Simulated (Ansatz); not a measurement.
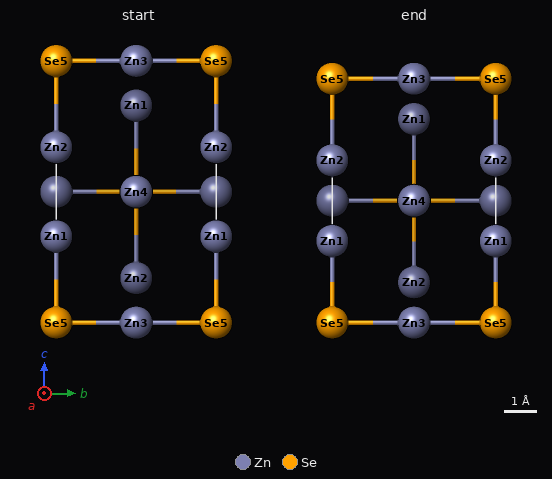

The structure of crystalline Zn₄Se (a generated structure, set up in I4/mmm) before (left) and after (right) a relaxation, at one scale.

The picture is a ball-and-stick view of the conventional cell (2 times the calculation's cell), seen along the a axis. Lengths and directions refer to the drawn axes.

All numbers below come from DFT PBE, scalar-relativistic, plane waves, PAW in Ansatz. Settings: plane-wave cutoff 420 eV; k-point mesh 10 × 10 × 10; occupations gaussian; smearing width 0.1 eV; no spin polarisation; cell and atoms relaxed; force threshold 0.01 eV/Å; at most 80 steps.

Summarise the run.

Answer. The largest moves relative to the cell, 0.040 Å, are those of Zn1 and Zn2. Zn1 goes along +c. Se stays in place. The drawn cell changes as follows: a = b 5.077 → 5.190 Å (+2.2 %), c 8.307 → 7.741 Å (−6.8 %); the volume changes by −2.6 %. Among the contacts that change: Zn1–Se5 2.739 → 2.592 Å, Zn3–Se5 2.538 → 2.595 Å. The space group stays I4/mmm (No. 139). After 6 accepted moves (8 points after the start) the energy has fallen by 7.6 meV per atom. Largest force component: 0.0028 eV/Å at the start, 0.0047 eV/Å at the end. The pressure goes from −0.01 to 0.01 GPa. The line search rejected the trial step at point 4 of the run. At 1 point the geometry stayed and the basis and grid were re-selected for the new cell (energy shift of 0.2 meV per atom at most each time).
